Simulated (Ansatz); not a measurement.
CuI: several calculations on one system

### Relaxation

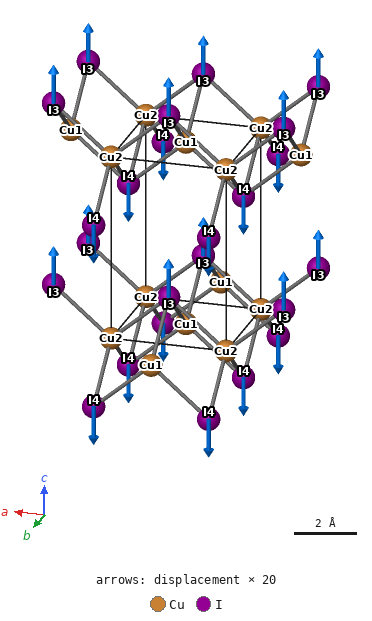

This is a relaxation of a crystal of CuI (set up in P4/nmm). The starting structure is drawn; blue arrows show the displacements, 20 times their true length.

The picture is a ball-and-stick view of the cell of the calculation, seen from a free direction.

Case: equal strain along all axes, cell held, atoms relaxed: -2.0 %.

Method: DFT PBEsol, scalar-relativistic, plane waves, PAW in Ansatz 0.2.0. Settings: plane-wave cutoff 420 eV; k-point mesh 8 × 8 × 4; occupations gaussian; smearing width 0.02 eV; no spin polarisation; atoms relaxed in a fixed cell; force threshold 0.008 eV/Å; at most 40 steps.

What did the optimiser do to the structure, and how much energy did it gain?

The energy falls by 10.4 meV per atom in 2 accepted moves (3 points after the start). Largest force component: 0.63 eV/Å at the start, 0.0025 eV/Å at the end. 1 step only repeated the SCF at the same geometry. The largest moves, 0.068 Å, are those of I3 and I4. I3 goes along +c. Cu stays in place. The cell stays as it was. Some distances before and after: Cu1–I3 2.570 → 2.614 Å. Among the angles between lasting bonds that change: I3–Cu1–I3 99.5° → 97.2°, Cu1–I3–Cu1 99.5° → 97.2°. The space group stays P4/nmm (No. 129). The run took 37 s on 1 thread of Arm Neoverse V2, on a shared host, peak memory 0.44 GiB.

### Relaxation

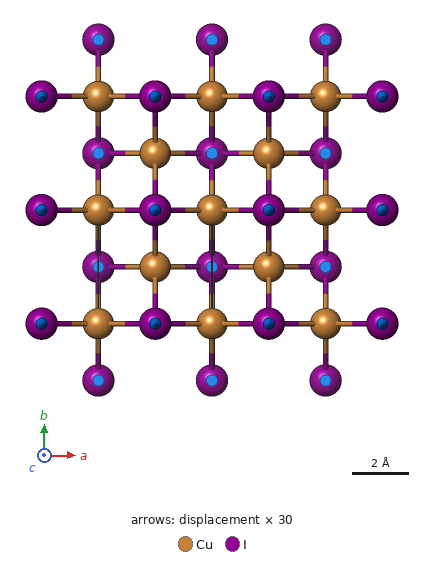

A relaxation of crystalline CuI (set up in P4/nmm). The starting structure is drawn; blue arrows show the displacements (the part carried along by the change of the cell is left out), 30 times their true length.

A ball-and-stick model of the cell of the calculation, repeated 2 × 2 × 1 with one cell outlined, seen along the c axis.

Theory: Ansatz, DFT PBEsol, scalar-relativistic, plane waves, PAW.

Input
```yaml
crystal:
  lattice:
    - [4.09019619, 0.0, 0.0]
    - [0.0, 4.09019619, 0.0]
    - [0.0, 0.0, 6.55145804]
  atoms:
    - { symbol: Cu, position: [0.5, 0.5, 0.0] }
    - { symbol: Cu, position: [0.0, 0.0, 0.0] }
    - { symbol: I, position: [0.5, 0.0, 0.25696564] }
    - { symbol: I, position: [0.0, 0.5, 0.74303436] }
basis:
  ecutwfc: 420
kpoints:
  mp_grid: { grid: [8, 8, 4] }
hamiltonian:
  xc: pbesol
scf:
  occupations: { method: gaussian, width: 0.02 }
output:
  forces: true
  stress: true
  eigenvalues: true
  write_density: true
  write_potential: true
  elf: true
  volumetric_format: npy
relax:
  adjacent_minimum: "off"
  f_tol: 0.005
  max_steps: 80
  cell: { stress_tol: 0.05 }
```

Command:
```bash
ansatz run input.yaml --threads 1 --pin off --max-ram 2560MiB --backend cpu --events-out ev --progress --plain --runs-dir out
```

Atoms of which element are displaced furthest, and by how much?

Iodine: up to 0.030 Å, against 0.000 Å for copper.

Describe the change and its energy.

The largest moves relative to the cell, 0.030 Å, are those of I3 and I4. I4 goes along −c. Cu stays in place. Cell: a = b 4.090 → 4.002 Å (−2.2 %), c 6.551 → 6.481 Å (−1.1 %). Volume −5.3 %. Among the contacts that change: Cu1–I3 2.649 → 2.622 Å. The space group stays P4/nmm (No. 129). After 2 accepted moves (3 points after the start) the energy has fallen by 25.4 meV per cell of the calculation. Largest force component: 0.23 eV/Å at the start, 0.0027 eV/Å at the end. Pressure: −1.67 GPa at the start and 0.02 GPa at the end. The SCF was repeated once at an unchanged geometry on a basis and grid sized afresh for the cell, which shifted the energy by 1.9 meV per cell of the calculation at most. The run took 54 s on 1 thread of Arm Neoverse V2, with other jobs on the host, peak memory 0.47 GiB.

### A change

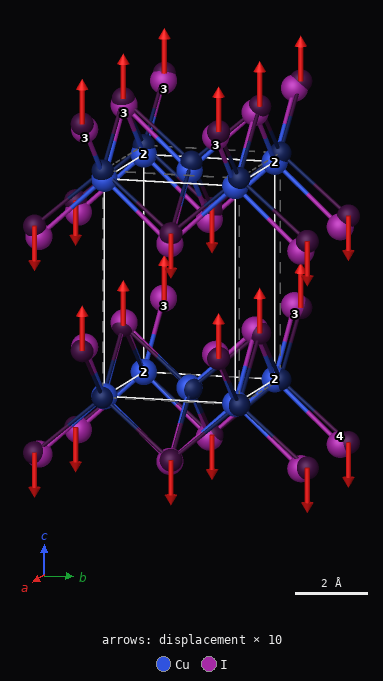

Solid CuI (set up in P4/nmm), drawn pale, and a changed version of it, drawn solid. The red arrows show how the atoms are displaced (without the part that the change of the cell carries along), magnified 10 times. Style: ball-and-stick. Shown: the cell of the calculation, slightly off an axis.

All numbers below come from Ansatz 0.2.0, DFT PBEsol, scalar-relativistic, plane waves, PAW. Settings: plane-wave cutoff 420 eV; k-point mesh 8 × 8 × 4; occupations gaussian; smearing width 0.02 eV; no spin polarisation.

### What was done to the structure, and with what result?

Equal strain along all axes, −4.0 %, is applied. The cell is then held and the atoms relaxed. The drawn cell changes as follows: a = b 4.002 → 3.842 Å (−4.0 %), c 6.481 → 6.221 Å (−4.0 %); the volume changes by −11.5 %. The largest moves relative to the cell, 0.13 Å, are those of I atoms. Cu stays in place. Among the bonded contacts that change: Cu–I 2.622 → 2.603 Å. The space group stays P4/nmm (No. 129). The energy rises by 26.8 meV per atom. The pressure goes from 0.0 to 3.4 GPa. The principal stresses (compression positive) are 2.3 GPa along c and 4.0 GPa across it.

### Series

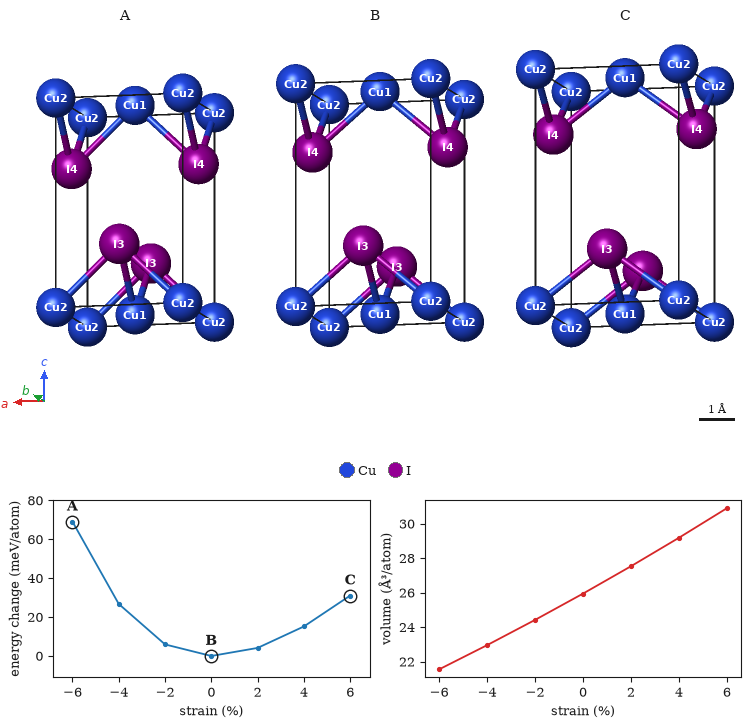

Members of a series of calculations on a crystal of CuI (set up in P4/nmm), marked on the first curve. The picture is a ball-and-stick view of the cell of the calculation, seen from a free direction.

Computed with Ansatz 0.2.0, DFT PBEsol, scalar-relativistic, plane waves, PAW. Settings: plane-wave cutoff 420 eV; k-point mesh 8 × 8 × 4; occupations gaussian; smearing width 0.02 eV; no spin polarisation.

**Which kind of strain is it, and how does the structure respond?**

Equal strain along all axes, cell held, atoms relaxed. A (strain −6.0 %): energy change 69.1 meV/atom, volume 21.55 Å³ per atom. B (strain 0.0 %): energy change 0.0 meV/atom, volume 25.95 Å³ per atom. C (strain 6.0 %): energy change 31.1 meV/atom, volume 30.90 Å³ per atom. The rest compares A with C. Cell: a = b 3.762 → 4.242 Å (+12.8 %), c 6.092 → 6.869 Å (+12.8 %). Volume +43.4 %. Some distances before and after: Cu–I 2.588 → 2.640 Å.
